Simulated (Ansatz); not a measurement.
**Run report: GaN, band-structure calculation**

System: GaN (R3m, 2 atoms in the cell).
Method: DFT, r2SCAN, plane waves, PAW, no spin polarisation (Ansatz 0.2.0).

The structure was built on a prototype by a generator. The geometry comes from this level: r2SCAN (a point of a series of strains). It belongs to a series of runs on one base structure; here: shear_111 strain +1.5%.

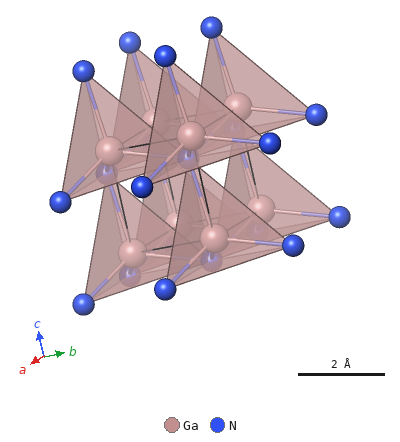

Fig. 1: The structure as given in the input (polyhedral view of the reduced cell, seen slightly off an axis; polyhedra are completed across the faces of the cell).

Input:
```yaml
crystal:
  lattice:
    - [0.0224895254, 2.271442069, 2.271442069]
    - [2.271442069, 0.0224895254, 2.271442069]
    - [2.271442069, 2.271442069, 0.0224895254]
  atoms:
    - { symbol: Ga, position: [0.0006617303, 0.0006617303, 0.0006617303] }
    - { symbol: "N", position: [0.2493382697, 0.2493382697, 0.2493382697] }
kpoints:
  mp_grid: { grid: [10, 10, 10] }
  band_path:
    path:
      - [0.0, 0.0, 0.0]
      - [-0.5, -0.5, 0.0]
      - [-0.375, -0.375, 0.25]
      - [-0.375, 0.0, 0.375]
      - [0.0, 0.0, 0.5]
      - [-0.5, -0.25, 0.25]
    npoints: 1
hamiltonian:
  xc: r2scan
scf:
  occupations: { method: fixed }
  n_extra_bands: 4
output:
  forces: true
  stress: true
  eigenvalues: true
```

Machine: 2 threads of an Arm (aarch64) CPU, shared host.

The program's output:
```
scf.n_extra_bands = 4 over 9 filled bands (N_el = 18.0): the run solves 13 bands
Engine: ansatz 0.2.0, aarch64-unknown-linux-gnu
Pseudopotentials: kind: paw
Pseudopotential: Ga, paw, valence charge 13, recommended cutoff 500 eV (meta_gga), Ga.paw.azcp
Pseudopotential: N, paw, valence charge 5, recommended cutoff 500 eV (meta_gga), N.paw.azcp
Functional definition: r2SCAN
  parameter k0 = 0.174
  parameter k1 = 0.065
  parameter a1 = 4.9479
  exchange = r2scan_x(k0 = k0, k1 = k1, a1 = a1)
  correlation = r2scan_c
Crystal: 2 atoms, lattice volume = 23.091 Å³
Basis set: ecut = 500 eV, 579 PW (Γ), exchange–correlation on 96×96×96 points (64 copies of the dense FFT grid, shifted against one another)
Bands: 13, of which v1, the nominal top of the filled ones, is band 9 counted from 1 (8 counted from 0)
Symmetry: 6 space group operations
Space group: R3m (ITA 160), of the structure as read, at distance tolerance 2.8e-5 Å
k-points: 116 of 1000 (time reversal used)
Non-local potential: Ga, projectors of the file, l = 0: 2, l = 1: 2, l = 2: 3, l = 3: 1
Non-local potential: N, projectors of the file, l = 0: 2, l = 1: 2, l = 2: 1
PAW form: soft (Blöchl's): semilocal exchange-correlation on the pseudo side does not see the compensation charge
PAW frozen core: Ga, regenerated for the run's functional (the file was generated under x = pbe(κ = 0.804, μ = 0.2195149727645171), c = pbe(β = 0.06672455060314922))
PAW frozen core: N, regenerated for the run's functional (the file was generated under x = pbe(κ = 0.804, μ = 0.2195149727645171), c = pbe(β = 0.06672455060314922))
PAW one-centre angular grid: Ga, 590 points (default); XC on 160 Gauss nodes
PAW one-centre angular grid: N, 302 points (default); XC on 160 Gauss nodes
Initial density: superposition of atomic densities (neutral atoms: chi_scale 0, normalization atom), corrected by the library's trained network
Initial wavefunctions: pseudopotential atomic-orbital guess
Functional: x = r2scan, c = r2scan; τ floored in thin density (d = 2e-4 eV/Å³)
SCF iter   1: F=—  HF=-4176.336235 eV  |F-HF|=—  |Δ(HF+E_count)|=         —  Δρ=1.23e-2  dr2=1.33e-2  dr2_τ=9.07e-2  ethr=1.77e-3  ⟨swp⟩=4.4  Hψ=6914  notcnv=0  defer=154
preconditioner: auto → none  [insulator: Δε(μ)=1.997 eV  Ē_g=19.806 eV  n_scr=8 (ndim 8)  ℏωp=32.8 eV  f_vac=0.001  ε∞_Penn≈3.7]
SCF iter   2: F=—  HF=-4176.366477 eV  |F-HF|=—  |Δ(HF+E_count)|=   3.02e-2  Δρ=4.51e-3  dr2=2.94e-3  dr2_τ=1.07e-4  ethr=7.38e-5  ⟨swp⟩=2.2  Hψ=3732  notcnv=0  defer=232
SCF iter   3: F=—  HF=-4176.366559 eV  |F-HF|=—  |Δ(HF+E_count)|=   8.23e-5  Δρ=3.13e-3  dr2=7.42e-4  dr2_τ=6.31e-5  ethr=1.63e-5  ⟨swp⟩=2.1  Hψ=2677  notcnv=0  defer=232
SCF iter   4: F=—  HF=-4176.366653 eV  |F-HF|=—  |Δ(HF+E_count)|=   9.35e-5  Δρ=7.65e-4  dr2=1.06e-4  dr2_τ=3.17e-5  ethr=4.12e-6  ⟨swp⟩=3.0  Hψ=2784  notcnv=0  defer=232
SCF iter   5: F=—  HF=-4176.366642 eV  |F-HF|=—  |Δ(HF+E_count)|=   1.12e-5  Δρ=1.44e-4  dr2=4.61e-6  dr2_τ=2.52e-7  ethr=5.88e-7  ⟨swp⟩=2.1  Hψ=2045  notcnv=0  defer=34
SCF iter   6: F=—  HF=-4176.366642 eV  |F-HF|=—  |Δ(HF+E_count)|=   5.92e-7  Δρ=9.73e-5  dr2=2.13e-6  dr2_τ=1.19e-7  ethr=2.56e-8  ⟨swp⟩=2.0  Hψ=2231  notcnv=0
SCF iter   7: F=—  HF=-4176.366642 eV  |F-HF|=—  |Δ(HF+E_count)|=   2.91e-7  Δρ=4.61e-5  dr2=4.81e-7  dr2_τ=5.08e-9  ethr=1.18e-8  ⟨swp⟩=1.0  Hψ=1510  notcnv=0
SCF iter   8: F=-4176.366642 eV  HF=-4176.366642 eV  |F-HF|=1.35e-8  |Δ(HF+E_count)|=   8.72e-8  Δρ=9.46e-6  dr2=2.14e-8  dr2_τ=1.71e-10  ethr=5.56e-10  ⟨swp⟩=3.9  Hψ=7029  notcnv=0
SCF 1 converged in 8 iterations: F = -4176.366642 eV  dr2 = 2.14e-8
  greatest PAW one-centre occupation: 0.995 electrons in one spin orbital (limit 2), on the Ga atom at site 0 (counted from 0), in its partial waves of l = 2
```

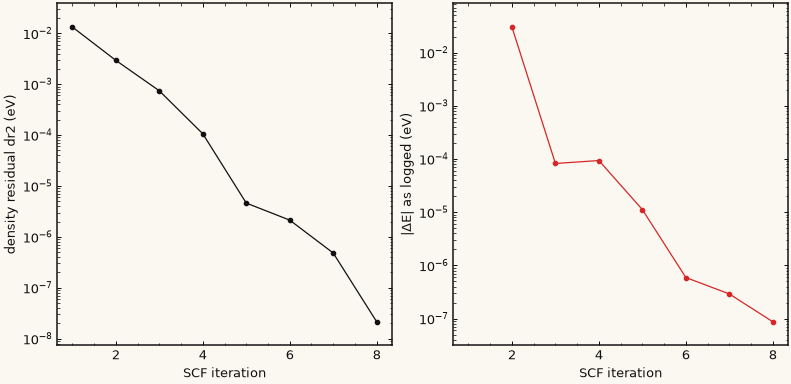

Fig. 2: Convergence of the self-consistent field: density residual dr2 and size of the energy change against the SCF iteration. The residual falls at every step.

```
NSCF: frozen V_eff on 6 k-points
SCF converged after 8 iterations
Free energy (F): -4176.366642 eV
Harris-Foulkes:  -4176.366642 eV  (|F-HF|=1.35e-8)
Internal energy: -4176.366642 eV  (E = F + TS)
E sigma→0 (E₀):  -4176.366642 eV
Fermi energy:    9.273069 eV
--- Per-component energies (eV) ---
  E_band       = -18.657116
  E_kinetic    = 246.443949
  E_local      = -1960.131237  (includes V_loc(G=0)·N_el)
  E_nonlocal   = 476.329222
  E_hartree    = 903.231115
  E_xc         = -121.530738
  E_vxc        = -143.308132  (∫ρ·V_xc dr)
  E_paw        = -2137.258453  (= ΣΔE_a)
  E_vpaw       = -452.292542  (= ΣTr[D̂ρ^β])
  E_aug_tail   = -0.000022  (compensation charges beyond the density's cutoff)
  E_vtau       = 7.841054  (kinetic-family band-sum trace: ∫τ·v_τ [+ j·A + Jᵃ·Aᵃ] dr)
  E_ewald      = -1582.767844
  E_core_change = -0.682634  (= ΣΔE_core)
  E_smearing   = -0.000000  (= −TS)
  E_closure    = -0.000000  (closes the sum)
  Σ components = -4176.366642   (vs F -4176.366642, Δ=0.00e0)
--- Forces (eV/Å), atoms counted from 1 ---
  atom   1  Ga    -0.00043798    -0.00043798    -0.00043798
  atom   2  N      0.00044291     0.00044291     0.00044291
  max |Σ_I F_I| component: 4.93e-6 eV/Å
--- Stress (GPa, compression-positive) ---
       -2.829583      -1.589040      -1.589040
       -1.589040      -2.829583      -1.589040
       -1.589040      -1.589040      -2.829583
  P = ⅓ Tr σ = -2.8296 GPa (-28.296 kbar)
--- Band table (eV; the first three rows and the last of 116) ---
  k-point 0: bands = ["-7.4124", "-4.6465", "-4.6432", "-4.6432", "-4.3117", "-4.3117", "9.1765", "9.2731", "9.2731", "11.3026", "19.9850", "20.3206", "20.3206"]
  k-point 1: bands = ["-7.3045", "-4.6322", "-4.6291", "-4.6017", "-4.3131", "-4.3127", "8.1693", "9.0792", "9.1628", "12.1575", "19.7544", "20.2146", "20.4782"]
  k-point 2: bands = ["-7.0309", "-4.5997", "-4.5960", "-4.4347", "-4.3123", "-4.3112", "6.3209", "8.8110", "8.8910", "13.2843", "18.9598", "20.5008", "20.7023"]
  k-point 115: bands = ["-6.4944", "-4.5551", "-4.5551", "-4.2685", "-4.2685", "-3.2176", "2.0932", "8.3237", "8.3237", "14.4999", "18.5834", "20.3581", "20.3581"]
```

File bands.tsv:
```
# k_distance	band_0	band_1	band_2	band_3	band_4	band_5	band_6	band_7	band_8	band_9	band_10	band_11	band_12
# fermi_ev = 9.273069
# lock_threshold_ev = 1e-6
# [0, 0, 0] at k_distance = 0.000000
# [-0.5, -0.5, 0] at k_distance = 1.390066
# [-0.375, -0.375, 0.25] at k_distance = 1.879096
# [-0.375, 0, 0.375] at k_distance = 2.731735
# [0, 0, 0.5] at k_distance = 3.584373
# [-0.5, -0.25, 0.25] at k_distance = 4.562433
# levels_relative_to = fermi_ev
# free_energy_ev = -4176.366642
# largest_residual_norms_ev = 2.659e-4 4.266e-4 5.829e-4 6.103e-4 4.468e-4 3.205e-4 3.036e-4 7.898e-4 4.068e-4 1.749e-3 1.008e-3 8.028e-4 6.636e-4
0.000000	-16.685500	-13.919554	-13.916279	-13.916279	-13.584737	-13.584737	-0.096550	0.000000	0.000000	2.029557	10.711920	11.047545	11.047545
1.390066	-15.568239	-13.809939	-13.615668	-13.608588	-13.508795	-12.051123	-6.207426	-2.848934	-2.711283	3.729523	7.182131	12.475438	14.785820
1.879096	-15.584516	-13.786731	-13.662194	-13.645656	-13.545034	-11.907079	-5.943230	-4.351294	-2.181766	5.490184	8.389882	11.805145	13.620628
2.731735	-15.582016	-13.786376	-13.657081	-13.648978	-13.547229	-11.881646	-5.916316	-4.301361	-2.299383	5.347764	8.499696	11.776625	13.517513
3.584373	-15.755213	-13.826433	-13.821696	-13.541889	-13.537228	-12.420726	-7.104227	-1.072624	-1.006144	5.035752	9.379367	10.837750	10.914663
4.562433	-15.570020	-13.754033	-13.734658	-13.583979	-13.572973	-11.783328	-5.753950	-3.791805	-3.675022	6.670509	9.010929	10.846122	11.800544
```

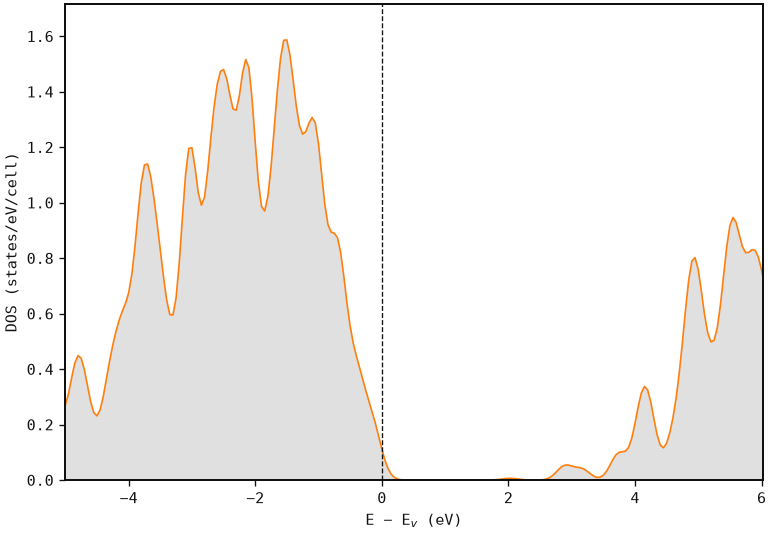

Fig. 3: Density of states (the curve is built from the levels of the k mesh with Gaussians 0.3 eV wide, which also blur the band edges), with energies from the valence-band top. There is a gap of 2.03 eV on the k-point mesh. Small ripples come from the finite k-point mesh.

Summary:

- outcome: converged
- space group (tolerance 0.01 Å): R3m (160)
- electrons treated: 18
- free energy: −4176.3666 eV
- Fermi energy: 9.273 eV
- gap on the k-point mesh: 2.03 eV
- pressure: −2.83 GPa
- largest force (length of the vector): 0.001 eV/Å
- wall time: 9.2 s (CPU time 18 s)
- peak memory: 0.39 GiB
